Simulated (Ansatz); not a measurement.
**Two runs on Al**

System: Al (C2/m, 3 atoms in the cell).
Method of the first run: DFT LDA, scalar-relativistic, plane waves, PAW, no spin polarisation (Ansatz 0.2.0).

The structure derives from a Materials Project entry. Text and figures count atoms from 1; the logs count them from 0 in places.

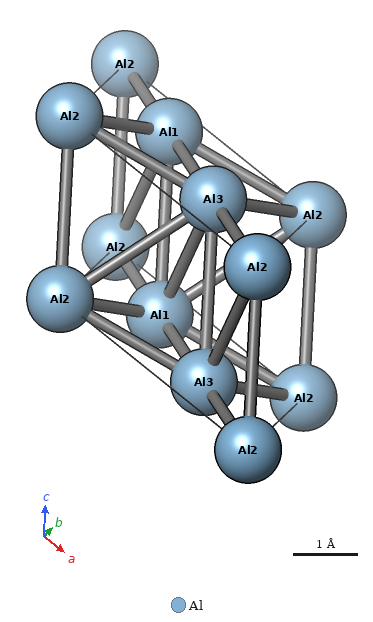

Figure 1. The structure (ball-and-stick view of the cell of the calculation, seen slightly off an axis; atoms are numbered from 1 in the order of the input). Near neighbours in the crystal (not all of them lie inside the picture): Al has 12 Al at 2.62 to 2.88 Å.

**Input, the first run**
```yaml
crystal:
  lattice:
    - [4.5319482457, 0.0, -0.01703561]
    - [-2.2659741228, 3.9248100381, 0.008517805]
    - [-1.5200949778, 0.0, 2.4496782934]
  atoms:
    - { symbol: Al, position: [0.3333333333, 0.6666666667, 0.0] }
    - { symbol: Al, position: [0.0, 0.0, 0.0] }
    - { symbol: Al, position: [0.6666666667, 0.3333333333, 0.0] }
basis:
  ecutwfc: 420
kpoints:
  mp_grid: { grid: [9, 9, 14] }
hamiltonian:
  xc: lda
scf:
  occupations: { method: gaussian, width: 0.1 }
output:
  forces: true
  stress: true
  eigenvalues: true
```

Launched with:
```bash
ansatz run input.yaml --threads 4 --pin off --max-ram 8192MiB --backend cpu --events-out ev --progress --plain --runs-dir out
```

Hardware: 4 threads of Intel Xeon (Sapphire Rapids), 192 GiB of memory available, shared host.

**Output, shortened to warnings, some set-up lines, iterations and results (the first run)**
```
Basis set: ecut = 420 eV, 853 PW (Γ)
Symmetry: 12 space group operations
k-points: 320 of 1134
Initial density: superposition of atomic densities (neutral atoms: chi_scale 0, normalization atom), corrected by the library's trained network
[...]
SCF iter   1: F=—  HF=-1538.342202 eV  |F-HF|=—  |Δ(HF+E_count)|=         —  Δρ=4.07e-3  dr2=7.17e-3  ethr=1.77e-3  ⟨swp⟩=5.6  Hψ=22944  notcnv=0
SCF iter   2: F=—  HF=-1538.340235 eV  |F-HF|=—  |Δ(HF+E_count)|=   1.97e-3  Δρ=2.52e-3  dr2=2.85e-3  ethr=7.97e-5  ⟨swp⟩=1.0  Hψ=5440  notcnv=0
SCF iter   3: F=—  HF=-1538.338989 eV  |F-HF|=—  |Δ(HF+E_count)|=   1.25e-3  Δρ=1.33e-4  dr2=6.67e-6  ethr=3.16e-5  ⟨swp⟩=2.0  Hψ=4025  notcnv=0
SCF iter   4: F=—  HF=-1538.338984 eV  |F-HF|=—  |Δ(HF+E_count)|=   5.10e-6  Δρ=1.13e-5  dr2=4.93e-8  ethr=7.41e-8  ⟨swp⟩=1.5  Hψ=3010  notcnv=0
SCF iter   5: F=-1538.338984 eV  HF=-1538.338984 eV  |F-HF|=3.82e-10  |Δ(HF+E_count)|=   1.95e-8  Δρ=1.67e-6  dr2=1.11e-9  ethr=5.47e-10  ⟨swp⟩=2.1  Hψ=3801  notcnv=0
SCF iter   6: F=-1538.338984 eV  HF=-1538.338984 eV  |F-HF|=4.09e-12  |Δ(HF+E_count)|=  3.50e-10  Δρ=1.26e-7  dr2=8.19e-12  ethr=1.24e-11  ⟨swp⟩=2.6  Hψ=10246  notcnv=0
SCF 1 converged in 6 iterations: F = -1538.338984 eV  dr2 = 8.19e-12
SCF converged after 6 iterations
Free energy (F): -1538.338984 eV
Harris-Foulkes:  -1538.338984 eV  (|F-HF|=4.09e-12)
Internal energy: -1538.335117 eV  (E = F + TS)
E sigma→0 (E₀):  -1538.337051 eV
Entropy (-TS):   -0.003867 eV (-1.289 meV/atom)
Fermi energy:    9.085125 eV
--- Per-component energies (eV) ---
  E_band       = 39.080928
  E_kinetic    = 75.233867
  E_local      = 32.562011  (includes V_loc(G=0)·N_el)
  E_nonlocal   = 34.315791
  E_hartree    = 0.595776
  E_xc         = -120.853947
  E_vxc        = -91.424558  (∫ρ·V_xc dr)
  E_paw        = -1330.727190  (= ΣΔE_a)
  E_vpaw       = -12.797719  (= ΣTr[D̂ρ^β])
  E_aug_tail   = -0.000013  (compensation charges beyond the density's cutoff)
  E_ewald      = -229.628561
  E_core_change = 0.167150  (= ΣΔE_core)
  E_smearing   = -0.003867  (= −TS)
  E_closure    = 0.000000  (closes the sum)
  Σ components = -1538.338984   (vs F -1538.338984, Δ=0.00e0)
--- Forces (eV/Å), atoms counted from 1 ---
  atom   1  Al     0.00000000     0.00000000     0.00000000
  atom   2  Al     0.00000000     0.00000000     0.00000000
  atom   3  Al    -0.00000000     0.00000000    -0.00000000
  max |Σ_I F_I| component: 1.29e-24 eV/Å
--- Stress (GPa, compression-positive) ---
       17.573360       0.000000      -0.071998
        0.000000      17.984395       0.000000
       -0.071998       0.000000      -0.033824
  P = ⅓ Tr σ = 11.8413 GPa (118.413 kbar)
```

The input of the second run differs as follows (lines with − go, lines with + come):
```diff
-  mp_grid: { grid: [9, 9, 14] }
+  mp_grid: { grid: [7, 7, 11] }
+  mixing: { algorithm: anderson, beta: 0.3, ndim: 4 }
+accuracy: medium
```

How does the second run compare with the first run?

The free energy of the second run is 7.1 meV per atom higher, the joint effect of these numerical settings, which can't be told apart here. The number of SCF iterations is the same. The irreducible k-points go from 320 to 156.

**Output, shortened to warnings, some set-up lines, iterations and results (the second run)**
```
Basis set: ecut = 420 eV, 853 PW (Γ)
Symmetry: 12 space group operations
k-points: 156 of 539
Initial density: superposition of atomic densities (neutral atoms: chi_scale 0, normalization atom), corrected by the library's trained network
[...]
SCF iter   1: F=—  HF=-1538.320694 eV  |F-HF|=—  |Δ(HF+E_count)|=         —  Δρ=4.02e-3  dr2=6.88e-3  ethr=1.77e-3  ⟨swp⟩=5.6  Hψ=11177  notcnv=0
SCF iter   2: F=—  HF=-1538.319447 eV  |F-HF|=—  |Δ(HF+E_count)|=   1.25e-3  Δρ=3.10e-3  dr2=4.15e-3  ethr=7.65e-5  ⟨swp⟩=1.0  Hψ=2652  notcnv=0  κ⁻¹=1.0e0(r=1)
SCF iter   3: F=—  HF=-1538.317678 eV  |F-HF|=—  |Δ(HF+E_count)|=   1.77e-3  Δρ=3.35e-4  dr2=2.18e-5  ethr=4.61e-5  ⟨swp⟩=2.0  Hψ=2039  notcnv=0  κ⁻¹=2.6e-5(r=2)
SCF iter   4: F=—  HF=-1538.317639 eV  |F-HF|=—  |Δ(HF+E_count)|=   3.90e-5  Δρ=2.23e-4  dr2=8.35e-6  ethr=2.43e-7  ⟨swp⟩=1.0  Hψ=1334  notcnv=0  κ⁻¹=2.0e-5(r=3)
SCF iter   5: F=—  HF=-1538.317622 eV  |F-HF|=—  |Δ(HF+E_count)|=   1.72e-5  Δρ=1.29e-5  dr2=2.21e-8  ethr=1.11e-9  ⟨swp⟩=4.4  Hψ=7131  notcnv=0  κ⁻¹=5.6e-8(r=3)
SCF iter   6: F=-1538.317621 eV  HF=-1538.317621 eV  |F-HF|=5.48e-8  |Δ(HF+E_count)|=   1.39e-6  Δρ=2.77e-6  dr2=2.03e-9  ethr=2.46e-10  ⟨swp⟩=5.1  Hψ=7350  notcnv=0
SCF 1 converged in 6 iterations: F = -1538.317621 eV  dr2 = 2.03e-9
SCF converged after 6 iterations
Stability not checked: this state was not tested for a lower state beside it, because the mixer in use, unlike msr1, does not test its closes by its own steps (another_mixer; see scf.mixing.algorithm and scf.lower_state_search)
Free energy (F): -1538.317621 eV
Harris-Foulkes:  -1538.317621 eV  (|F-HF|=5.48e-8)
Internal energy: -1538.311625 eV  (E = F + TS)
E sigma→0 (E₀):  -1538.314623 eV
Entropy (-TS):   -0.005996 eV (-1.999 meV/atom)
Fermi energy:    9.088902 eV
--- Per-component energies (eV) ---
  E_band       = 39.100908
  E_kinetic    = 75.249645
  E_local      = 32.580177  (includes V_loc(G=0)·N_el)
  E_nonlocal   = 34.298840
  E_hartree    = 0.592246
  E_xc         = -120.851357
  E_vxc        = -91.421683  (∫ρ·V_xc dr)
  E_paw        = -1330.719752  (= ΣΔE_a)
  E_vpaw       = -12.790763  (= ΣTr[D̂ρ^β])
  E_aug_tail   = -0.000013  (compensation charges beyond the density's cutoff)
  E_ewald      = -229.628561
  E_core_change = 0.167150  (= ΣΔE_core)
  E_smearing   = -0.005996  (= −TS)
  E_closure    = -0.000000  (closes the sum)
  Σ components = -1538.317621   (vs F -1538.317621, Δ=0.00e0)
--- Forces (eV/Å), atoms counted from 1 ---
  atom   1  Al     0.00000000     0.00000000     0.00000000
  atom   2  Al     0.00000000     0.00000000     0.00000000
  atom   3  Al     0.00000000    -0.00000000     0.00000000
  max |Σ_I F_I| component: 4.32e-24 eV/Å
--- Stress (GPa, compression-positive) ---
       18.389993      -0.000000       0.506971
       -0.000000      17.472185      -0.000000
        0.506971      -0.000000      -0.410021
  P = ⅓ Tr σ = 11.8174 GPa (118.174 kbar)
```

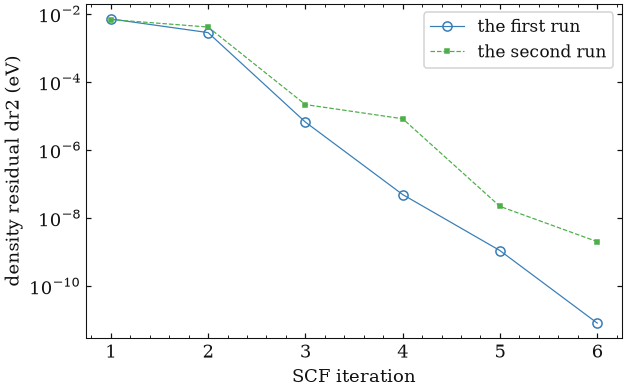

Figure 2. Convergence of the two runs: density residual dr2 against the SCF iteration. The first run takes 6 iterations in all, and the second run takes 6.

**The two runs side by side**

```csv
quantity,the first run,the second run
outcome,converged,converged
free energy per atom (eV),−512.7797,−512.7725
"energy per atom, smearing taken to zero (eV)",−512.7790,−512.7715
gap on the mesh (eV),0.00,0.00
pressure (GPa),11.84,11.82
largest force (eV/Å),0.000,0.000
SCF iterations,6,6
irreducible k-points,320,156
plane waves at Γ,853,853
wall time (shared host),1.6 s,1.1 s
```

For the second run: These settings are looser than, or depart from, a standard set-up, so the numbers are not reference values for this system.
